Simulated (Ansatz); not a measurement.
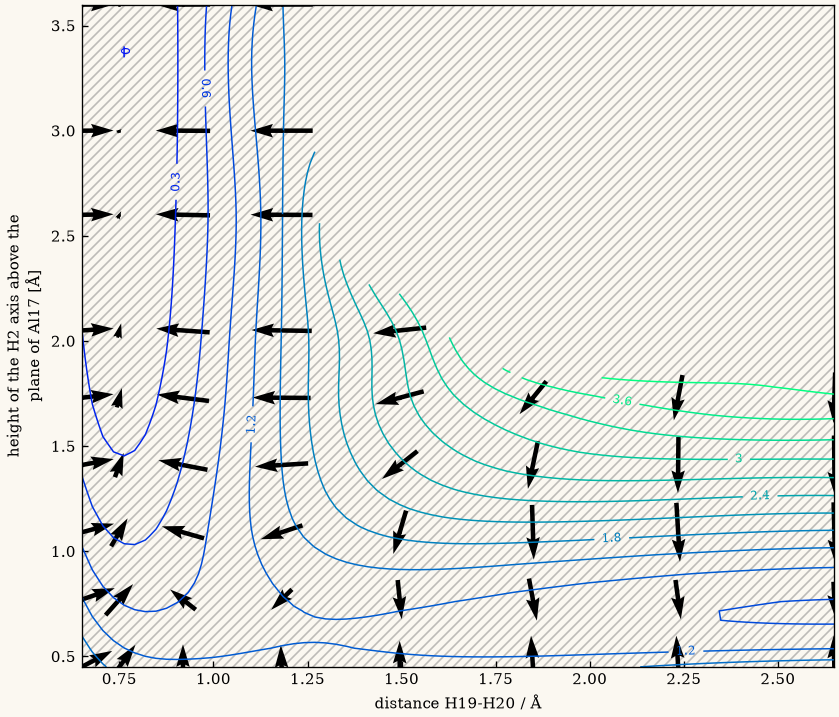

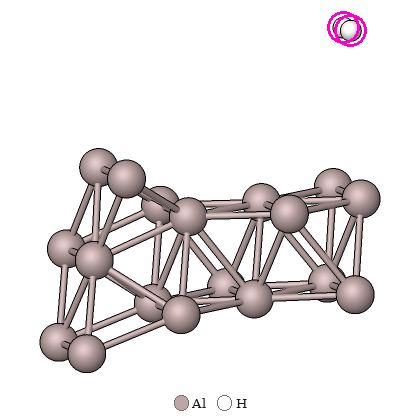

Energy landscape of H₂ on an Al(101) slab cut from the P6_3/mmc phase, its upper half relaxed before the scan (18 atoms of substrate and one adsorbate in a 2 × 1 cell). H2 lies flat over one site of a rigid substrate while its bond length and height are varied; it sits over a bridge site, heights counted from the top plane, its axis along the first surface vector. The first coordinate is: distance H19-H20; the second: height of the H2 axis above the plane of Al17. The grid has 8 × 9 points. At 15 points there is no value (left out: too close to the surface, or the stretched molecule far from it). Points are written as (first, second). Energies: eV, counted from the lowest grid point. Computed with DFT PBE, scalar-relativistic, plane waves, PAW in Ansatz 0.2.0. Settings: cutoff 420 eV, k-mesh 5×3×1, gaussian smearing 0.1 eV, no spin polarisation.

In the figure: contour lines labelled in eV (none above 3.9), dots at the grid points, arrows along the force (downhill), their lengths compressed, hatched blanks where no value was computed. Between grid points the surface is interpolated. The second picture is the structure at the lowest point; rings mark the moved atoms.

**Summarise what can be read from the map.**

The lowest grid point is at (0.750 Å, 3.60 Å). It lies on the edge of the grid, but the force there points inwards, so the minimum lies inside the range. The highest grid point, (2.650 Å, 1.73 Å), lies 3.86 eV above the lowest. On the interpolated surface the lowest path from the intact molecule far from the surface, about (0.76 Å, 3.38 Å), to the stretched end of the scan, (2.650 Å, 0.77 Å), has its top at about (1.28 Å, 0.63 Å), about 1.2 eV above the start and 0.32 eV above the end.

Each point was launched as `ansatz run input.yaml --threads 1 --pin off --max-ram 3072MiB --backend cpu --events-out ev --progress --plain --runs-dir out`. The whole map (57 points run) took 30 min on 1 thread of Intel(R) Xeon(R) 6975P-C (Granite Rapids), on a shared host.

PAW datasets: the set soft_1.
